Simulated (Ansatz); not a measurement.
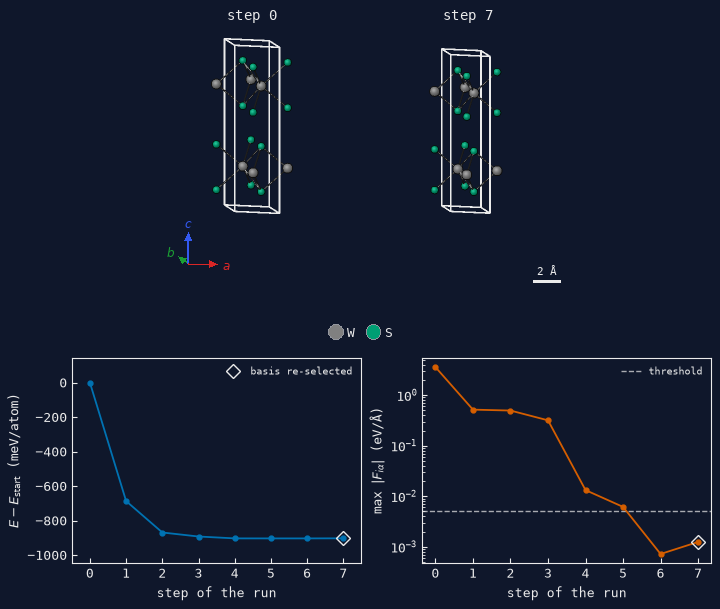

First and last geometry of a relaxation of solid WS$_{2}$ (built on the 2H (MoS2) bulk type), with the history of the run. The picture is a ball-and-stick view of the cell of the calculation, seen slightly off an axis.

Computed with DFT, PBE-D3(BJ), plane waves, PAW in Ansatz. (plane-wave cutoff 420 eV; k-point mesh 12 × 12 × 2; occupations fermi dirac; smearing width 0.02 eV; no spin polarisation; cell and atoms relaxed; force threshold 0.005 eV/Å)

### Read the history and describe the run.

It converged. The energy falls by 903 meV per atom in 6 accepted moves (7 points after the start). Largest force component: 3.6 eV/Å at the start, 0.0012 eV/Å at the end. Pressure: −28.64 GPa at the start and 0.00 GPa at the end. At 1 point the geometry stayed and the basis and grid were re-selected for the new cell (energy shift of 0.6 meV per atom at most each time). The largest moves relative to the cell, 0.085 Å, are those of S atoms. W stays in place. Cell: a = b 3.601 → 3.154 Å (−12.4 %), c 12.868 → 12.143 Å (−5.6 %). Volume −27.6 %. Among the contacts that change: W–W 3.601 → 3.154 Å, S–W 2.723 → 2.407 Å. The space group stays P6_3/mmc (No. 194).
